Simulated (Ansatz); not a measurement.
Consider GaAs (slab).

Input file:

```
crystal:
  lattice:
    - [8.0020093052, 0.0, 0.0]
    - [-2.0005023263, 3.4649716698, 0.0]
    - [0.0, 0.0, 22.350314893]
  atoms:
    - { symbol: As, position: [0.5, 0.0, 0.335565742] }
    - { symbol: As, position: [0.0, 0.0, 0.335565742] }
    - { symbol: Ga, position: [0.1666666667, 0.6666666667, 0.3721066882] }
    - { symbol: Ga, position: [0.6666666667, 0.6666666667, 0.3721066882] }
    - { symbol: As, position: [0.6576722054, 0.6679123893, 0.490500802] }
    - { symbol: As, position: [0.1638694571, 0.659461857, 0.4881321808] }
    - { symbol: Ga, position: [0.3373441685, 0.3372659796, 0.5207829781] }
    - { symbol: Ga, position: [0.8305612695, 0.3322382429, 0.5194644211] }
    - { symbol: As, position: [0.7759884041, 0.3174866058, 0.6232591781] }
    - { symbol: As, position: [0.3697348803, 0.3065177015, 0.6046351026] }
    - { symbol: Ga, position: [0.4791303466, -0.0772339136, 0.6590080307] }
    - { symbol: Ga, position: [-0.0073833325, -0.0770654212, 0.6577080353] }
basis:
  ecutwfc: 420
kpoints:
  mp_grid: { grid: [5, 9, 1] }
hamiltonian:
  xc: pbesol
scf:
  occupations: { method: gaussian, width: 0.05 }
output:
  forces: true
  eigenvalues: true
  write_density: true
  write_potential: true
  elf: true
  volumetric_format: npy
relax:
  adjacent_minimum: "off"
  f_tol: 0.02
  max_steps: 90
  constraints: [{ sites: [0, 1, 2, 3] }]
efield:
  axis: 3
  dipole_correction: true
  ramp_width: 0.04
```

Launched as:

```sh
ansatz run input.yaml --threads 4 --pin off --max-ram 10240MiB --backend cpu --events-out ev --progress --plain --runs-dir out
```

The fields are those of the relaxed geometry.

Changed on purpose from its base cell (upper atoms moved at random (sigma 0.25 Å), then relaxed); the SCF solution may not be the lowest one.

Computed with DFT PBEsol, scalar-relativistic, plane waves, PAW (Ansatz 0.2.0).

Predict the valence pseudo-density and electron localisation function between the atoms.

Ga–As (2.56 Å): ρ at the midpoint is about 0.38 e/Å³; the ELF is about 0.65 at the midpoint.

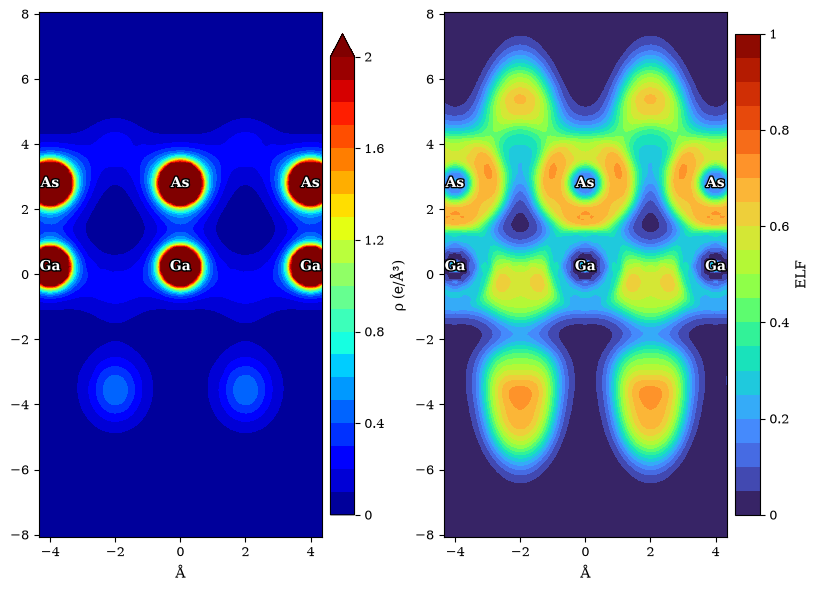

Computed valence pseudo-density and electron localisation function on the (100) plane of the calculation cell, a cut from vacuum to vacuum, in this order. 

Core electrons are frozen (PAW), and the valence fields are smoothed inside the atomic spheres.
